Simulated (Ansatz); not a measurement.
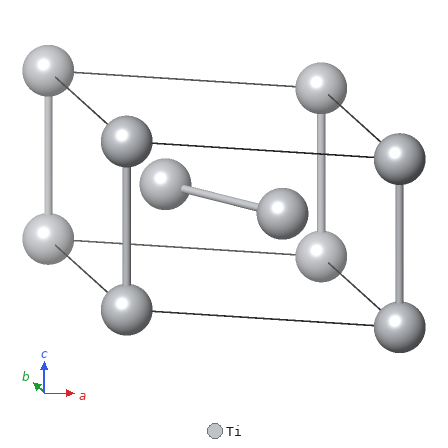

System: Ti, space group P6/mmm (No. 191). The picture shows the cell.

Structure:
```xyz
3
Lattice="4.5153 0.0000 0.0000 -2.2576 3.9104 0.0000 0.0000 0.0000 2.7988" Properties=species:S:1:pos:R:3 pbc="T T T"
Ti    0.0000    0.0000    0.0000
Ti    0.0000    2.6069    1.3994
Ti    2.2576    1.3035    1.3994
```

Calculation (Ansatz 0.2.0): deformation of a crystal at fixed volume, lengths along the axis scaled against those across it, fractional coordinates fixed, by plane-wave density functional theory with PAW datasets, free energies less that of the undisturbed cell, pressure positive in compression; scalar-relativistic. Level: PBEsol, no spin polarisation.

| setting | value |
| --- | --- |
| wave cutoff | 420 eV |
| k mesh | 12×12×18 |
| occupations | Gaussian |
| smearing width | 0.15 eV |
| k shift | (0, 0, 0) (mesh steps) |
| start | relaxed |
| path | axial |
| axis direction | (0, 0, 1) (Cartesian unit vector) |

Predict the energy change and pressure against relative axial ratio. The relative axial ratio takes the values 0.80, 0.85, 0.92, 0.96, 1.00, 1.05, 1.10, 1.20, 1.30.

The energy change is 132 meV/atom at relative axial ratio 0.80 and 299 meV/atom at 1.30; the lowest computed point is at relative axial ratio 1.00 (0 meV/atom). The pressure goes from 0.656 GPa at relative axial ratio 0.80 to 0.642 GPa at 1.30, not monotonically, with a low of −0.143 GPa at 1.05, and changes sign near 1.00 and 1.12.

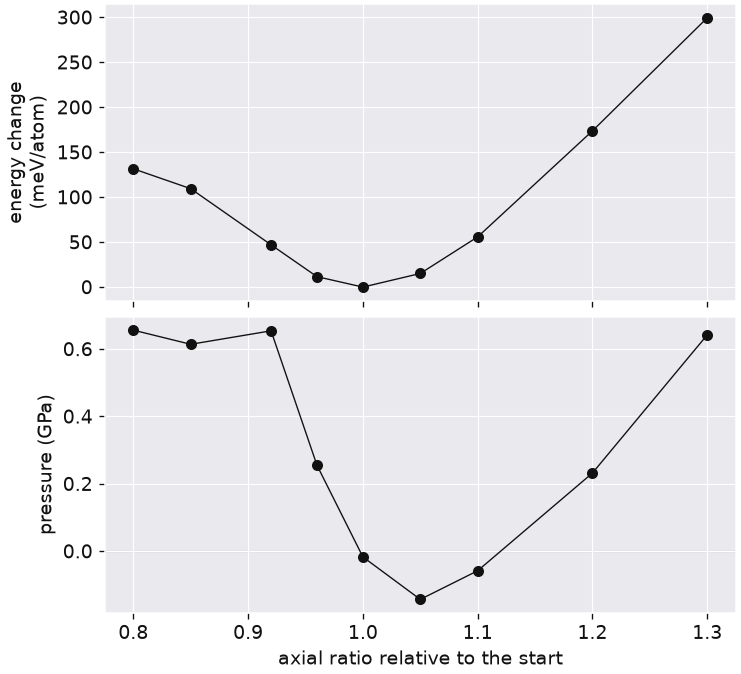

Limits of the calculation: shape and atomic fractions are frozen while scaling, which makes layered, chain and framework solids too stiff.
